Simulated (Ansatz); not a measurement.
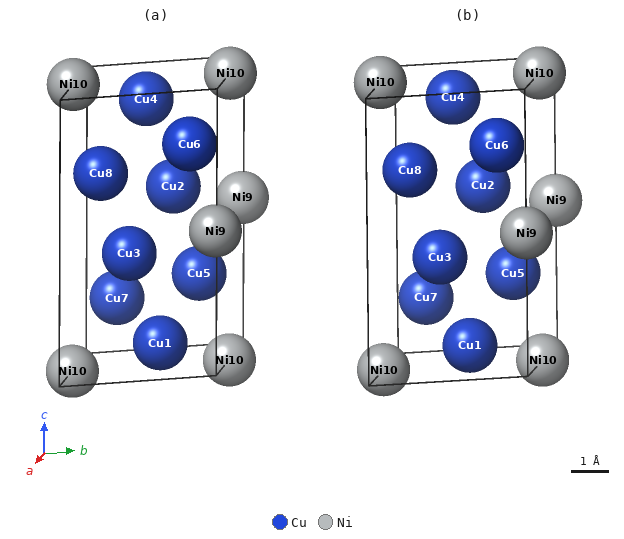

The structure of solid Cu₄Ni (a generated structure, set up in P1) (coarse preliminary run) before (left) and after (right) a relaxation, at one scale.

A spheres-only model of the cell of the calculation, seen slightly off an axis.

Level of theory: DFT PBE, scalar-relativistic, plane waves, PAW (Ansatz). Set-up: plane-wave cutoff 420 eV; k-point mesh 6 × 6 × 4; occupations gaussian; smearing width 0.2 eV; no spin polarisation; cell and atoms relaxed; force threshold 0.025 eV/Å; at most 60 steps.

Summarise the run.

Answer. The run was cut off at its time limit before the program reported convergence, but its last step already meets the force threshold: the largest component is 0.0017 eV/Å against 0.025 eV/Å. The pressure is within 0.05 GPa of its target. Cu3 moves most relative to the cell: 0.11 Å along [1 1 −2]. By element the largest moves are Cu 0.11 Å, Ni 0.05 Å. The drawn cell changes as follows: a 3.576 → 3.601 Å (+0.7 %), b 4.343 → 4.410 Å (+1.5 %), c 8.038 → 8.061 Å (+0.3 %), α 88.3° → 90.0°, β 90.9° → 90.0°, γ 112.4° → 114.1°; the volume changes by +1.3 %. Some distances before and after: Cu3–Cu8 2.338 → 2.540 Å, Cu1–Cu5 2.411 → 2.557 Å, Cu2–Cu3 2.429 → 2.537 Å, Cu1–Ni10 2.439 → 2.542 Å. The space group (tolerance 0.01 Å) goes from P1 (No. 1) to I4/m (No. 87). After 3 geometry steps the energy has fallen by 0.291 eV per cell of the calculation. Largest force component: 0.83 eV/Å at the start, 0.0017 eV/Å at the end. Pressure: 3.36 GPa at the start and 0.05 GPa at the end.
